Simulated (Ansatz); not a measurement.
Structure data:

```
Hf N
1.0
     5.59683    0.00000    0.00000
     0.00000    3.12948    0.00000
    -1.98313    0.00000    7.56404
Hf N
6 4
Direct
  0.28248 0.50000 0.33755
  0.71752 0.50000 0.66245
  0.00000 0.00000 0.00000
  0.78248 0.00000 0.33755
  0.21752 0.00000 0.66245
  0.50000 0.50000 0.00000
  0.60975 0.00000 0.83244
  0.39025 0.00000 0.16756
  0.10975 0.50000 0.83244
  0.89025 0.50000 0.16756
```

What crystal do these data define?

The structure is one of Hf$_{3}$N$_{2}$. Space group C2/m (No. 12), lattice base-centred monoclinic. The cell has 10 atoms, namely 6 Hf, 4 N.

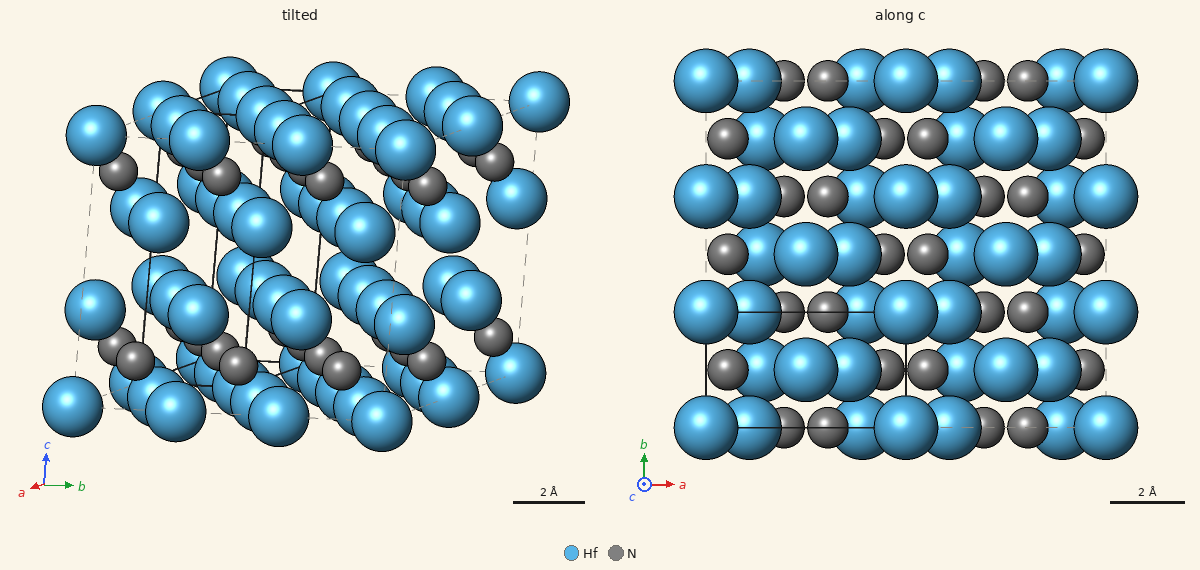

We look at a spheres-only model of the crystal slightly off an axis and along the c axis. Shown are 2×3×1 repeats of the conventional unit cell, one of them outlined in solid lines.

The structure was taken from a structure listed in the Materials Project. It was relaxed with DFT PBEsol, scalar-relativistic, plane waves, PAW (Ansatz 0.2.0) under a constraint or pressure on the cell, so some stress remains.

At this level of theory the cell isn't at rest (compressed, at 6 GPa), so its distances can differ from those at equilibrium, the more so the softer the solid.
